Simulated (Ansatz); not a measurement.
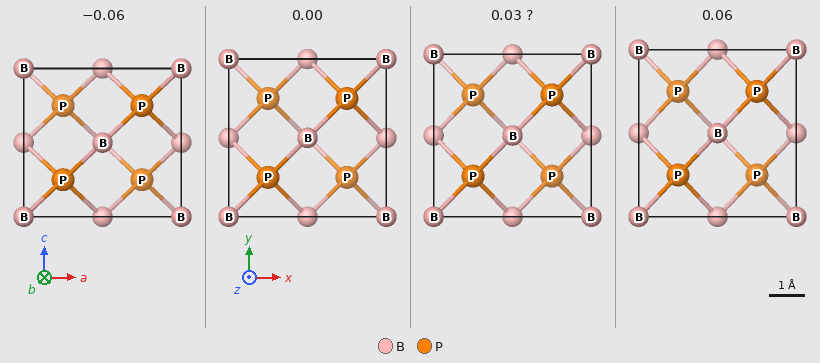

A scan of solid BP (F-43m): the cell is strained along y alone, with the atoms kept at their fractional coordinates. x, y and z are the Cartesian axes of the input. A ball-and-stick model of the conventional cell (4 times the calculation's cell), seen along the b axis. Lengths and directions refer to the drawn axes.

Computed with DFT PBE, scalar-relativistic, plane waves, PAW (Ansatz). (plane-wave cutoff 420 eV; k-point mesh 10 × 10 × 10; occupations gaussian; smearing width 0.05 eV; no spin polarisation). Energies (free energies at the smearing named) are counted from the cell as listed in its source, which wasn't relaxed.

```json
{"strain": "−0.0600", "E − E(ref) (meV/atom)": "52.1"}
{"strain": "−0.0450", "E − E(ref) (meV/atom)": "30.0"}
{"strain": "−0.0300", "E − E(ref) (meV/atom)": "14.0"}
{"strain": "−0.0150", "E − E(ref) (meV/atom)": "4.1"}
{"strain": "0.0000", "E − E(ref) (meV/atom)": "0.0"}
{"strain": "0.0150", "E − E(ref) (meV/atom)": "1.6"}
{"strain": "0.0300", "E − E(ref) (meV/atom)": "?"}
{"strain": "0.0450", "E − E(ref) (meV/atom)": "20.9"}
{"strain": "0.0525", "E − E(ref) (meV/atom)": "29.0"}
{"strain": "0.0600", "E − E(ref) (meV/atom)": "38.3"}
```

Question: One row is withheld. What is its energy?

Answer: A straight line between the two neighbours gives 11.2 meV/atom. A cubic through the four nearest rows (0.0000, 0.0150, 0.0450, 0.0525) gives, with Lagrange weights, (−0.1429)(0.0) + (0.6000)(1.6) + (1.0000)(20.9) + (−0.4571)(29.0) = 8.6 meV/atom. The calculation gives 8.6 meV/atom, so the cubic is right to the digits shown and the straight line 2.6 meV/atom too high, as the curve bends upwards here.

The whole profile:

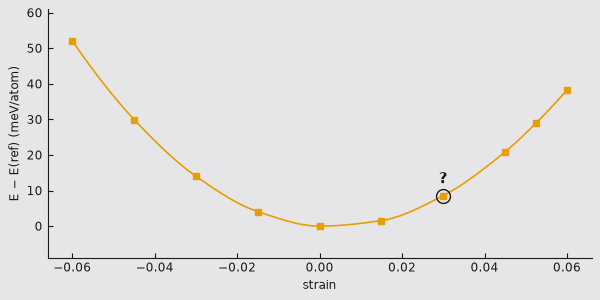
